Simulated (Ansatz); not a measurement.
HW16: several calculations on one system

## 1. Relaxation

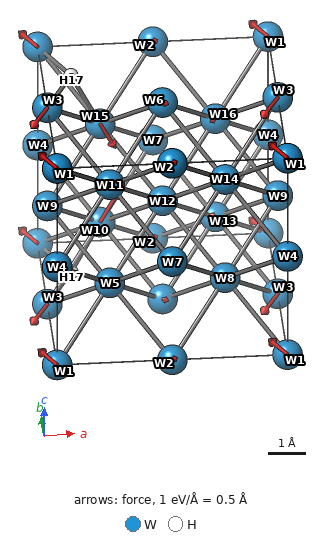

Starting geometry of a defect cell of composition HW16 with the computed forces as red arrows. A ball-and-stick model of the cell of the calculation, seen from a free direction.

It is an interstitial H in bcc W. The run prepares the start of a later molecular dynamics calculation, from a guessed geometry.

Method: DFT PBE, scalar-relativistic, plane waves, PAW (Ansatz 0.2.0). Set-up: plane-wave cutoff 420 eV; k-point mesh 2 × 2 × 2; occupations fermi dirac; smearing width 0.05 eV; no spin polarisation; atoms relaxed in a fixed cell; force threshold 0.08 eV/Å; at most 25 steps.

Question: Is this structure relaxed? If not, where do the atoms go?

Answer: It isn't relaxed: the largest force vector, on W3, is 2.35 eV/Å. The atoms end up moving mostly along the starting forces (cosine between the two patterns 0.93). Over 2 accepted moves (3 points after the start) the energy falls by 0.283 eV per cell of the calculation. The largest force component goes from 2.1 to 0.076 eV/Å. The line search rejected the trial step at point 1 of the run. The largest move is that of W10, 0.068 Å along [2 0 3]. Largest moves by element: W 0.068 Å, H 0.033 Å. The cell stays as it was. Some distances before and after: W10–W15 3.160 → 3.265 Å, W10–W15 (another image) 3.160 → 3.055 Å, W1–W10 2.737 → 2.841 Å, W1–W3 3.160 → 3.261 Å. The run took 13 s on 2 threads of AMD EPYC 9R45 96-Core Processor (Zen 5), on a shared host, peak memory 0.82 GiB.

Limits of the set-up: the k-point mesh is coarse for a cell with partly filled bands; the periodic images lie only 6.3 Å apart, so the values are limited by the cell's size.

## 2. Dynamics

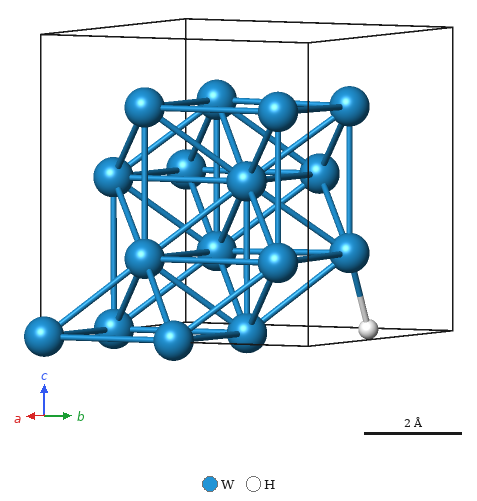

Starting frame of a dynamics run of W with an interstitial H (17 atoms in the cell). The picture is a ball-and-stick view of the simulation cell, seen from a free direction. Bonds to atoms that aren't drawn are left out.

Method: Ansatz 0.2.0, DFT PBE, scalar-relativistic, plane waves, PAW.

Input file:
```yaml
crystal:
  lattice:
    - [6.32, 0.0, 0.0]
    - [0.0, 6.32, 0.0]
    - [0.0, 0.0, 6.32]
  atoms:
    - { symbol: W, position: [-0.00589566, 0.00771638, 0.00025891] }
    - { symbol: W, position: [0.50033236, 0.00104208, 0.00017488] }
    - { symbol: W, position: [-0.00642913, 0.49172701, 0.0002301] }
    - { symbol: W, position: [-0.00010141, 0.00065984, 0.5001147] }
    - { symbol: W, position: [0.24997779, 0.24991405, 0.25099147] }
    - { symbol: W, position: [0.50016744, 0.49868757, 0.00018252] }
    - { symbol: W, position: [0.50286228, 0.00054683, 0.5004308] }
    - { symbol: W, position: [0.74678956, 0.24962103, 0.25075897] }
    - { symbol: W, position: [-0.00028233, 0.49903042, 0.5000939] }
    - { symbol: W, position: [0.25629715, 0.7498122, 0.25864001] }
    - { symbol: W, position: [0.24975438, 0.24989244, 0.74936738] }
    - { symbol: W, position: [0.50307955, 0.49908555, 0.50043841] }
    - { symbol: W, position: [0.74950761, 0.74982835, 0.25129377] }
    - { symbol: W, position: [0.74705663, 0.24962807, 0.74966241] }
    - { symbol: W, position: [0.25569806, 0.74978446, 0.74198887] }
    - { symbol: W, position: [0.74936018, 0.7498372, 0.7490243] }
    - { symbol: H, position: [0.12495144, 0.74954251, 0.0006455] }
basis:
  ecutwfc: 420.0
kpoints:
  mp_grid: { grid: [2, 2, 2] }
hamiltonian:
  xc: pbe
scf:
  occupations: { method: fermi_dirac, width: 0.05 }
  lower_state_search: "off"
md:
  timestep: 0.75
  n_steps: 280
  ensemble: nvt_langevin
  temperature: 1200.0
  initial_velocities: maxwell_boltzmann
  seed: 404538
  friction: 0.01
```

Launched with:
```bash
ansatz run input.yaml --threads 2 --pin off --max-ram 5120MiB --backend cpu --events-out ev --progress --plain --runs-dir out
```

Q: Predict how the run goes.

A: Over the second half the temperature averages 887 K (spread ±117 K). The potential energy in the second half lies on average 96.0 meV per atom above the first frame. In the second half of the run the atoms are, in the root-mean-square, this far from where they began (common drift taken out): H 1.10 Å, W 0.14 Å. Against the typical shortest distance between atoms in the first frame, about 2.7 Å, the H atoms wander away from their sites and keep going, while the W atoms only vibrate.

Along the run (each row but the first and the last is the mean over the interval that it begins):

```json
{"time (fs)": "0.0", "potential energy (meV/atom)": "0.0", "T (K)": "1129"}
{"time (fs)": "26.2", "potential energy (meV/atom)": "103.2", "T (K)": "656"}
{"time (fs)": "52.5", "potential energy (meV/atom)": "122.9", "T (K)": "704"}
{"time (fs)": "78.8", "potential energy (meV/atom)": "103.1", "T (K)": "998"}
{"time (fs)": "105.0", "potential energy (meV/atom)": "102.6", "T (K)": "875"}
{"time (fs)": "131.2", "potential energy (meV/atom)": "90.3", "T (K)": "979"}
{"time (fs)": "157.5", "potential energy (meV/atom)": "95.6", "T (K)": "925"}
{"time (fs)": "183.8", "potential energy (meV/atom)": "95.5", "T (K)": "769"}
{"time (fs)": "210.0", "potential energy (meV/atom)": "93.8", "T (K)": "833"}
```

The paths of the atoms:

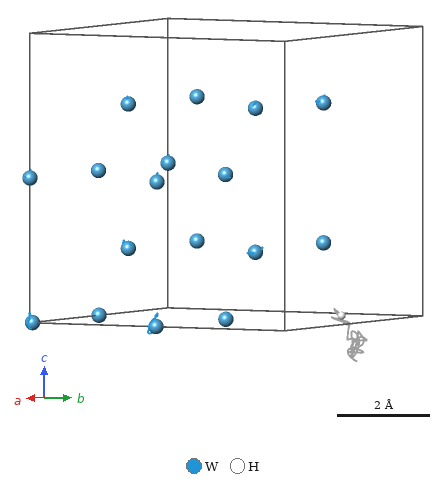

Limits of the set-up: the k-point mesh is coarse for a cell with partly filled bands; the periodic images lie only 6.3 Å apart, so the values are limited by the cell's size.

The run took 11 min on 2 threads of AMD EPYC 9R45 96-Core Processor (Zen 5), with other jobs on the host, peak memory 0.95 GiB.

## 3. Dynamics

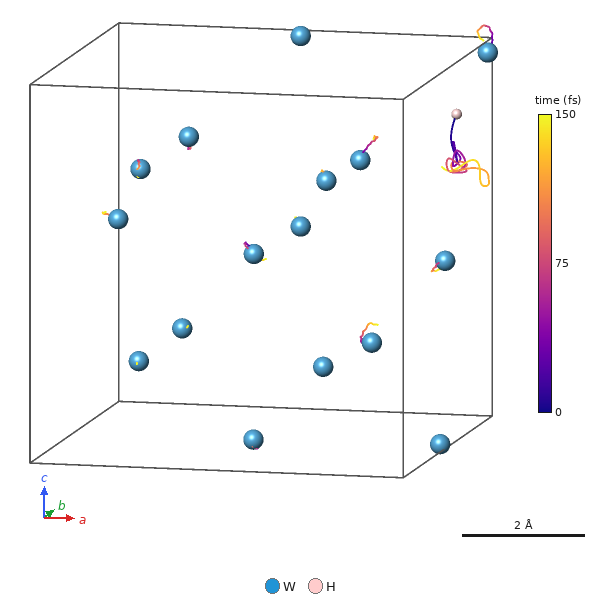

First-principles dynamics of W with an interstitial H (17 atoms in the cell), 150 fs long. It starts from the last geometry of an earlier run, with fresh velocities. Lines trace each atom's path, coloured by time; spheres stand at the starting positions. Seen slightly off an axis in the simulation cell.

Theory: DFT PBE, scalar-relativistic, plane waves, PAW (Ansatz). Settings: plane-wave cutoff 420 eV; k-point mesh 2 × 2 × 2; Fermi-Dirac smearing 0.05 eV; Nosé-Hoover thermostat (NVT); set temperature 1680 K; time step 0.5 fs; thermostat time 100.0 fs.

Question: What do the traces tell about the motion?

Answer: Root-mean-square distances from the starting positions over the second half, with the common drift of all atoms taken out: H 1.26 Å, W 0.24 Å. The run lasts only 150 fs, too short to tell vibration from diffusion. The mean temperature in the second half is 1491 K (standard deviation 83 K). The potential energy is still drifting at the end, so the run hasn't reached equilibrium. The potential energy in the second half lies on average 71.9 meV per atom above the first frame. The conserved quantity stays between −0.11 and 0.11 meV per atom of its start. A straight-line fit has a slope that amounts to +0.0079 meV per atom over 150 fs (under 0.1 % of the mean kinetic energy), and the ripple about it is 0.1 % of the kinetic energy's fluctuation. With a drift under 2 % and a ripple under 7 %, the integration is accurate.

Limits of the set-up: the k-point mesh is coarse for a cell with partly filled bands; the periodic images lie only 6.3 Å apart, so the values are limited by the cell's size.

Cost: 9.6 min on 2 threads of AMD EPYC 9R45 96-Core Processor (Zen 5), with other jobs on the host, peak memory 0.96 GiB.
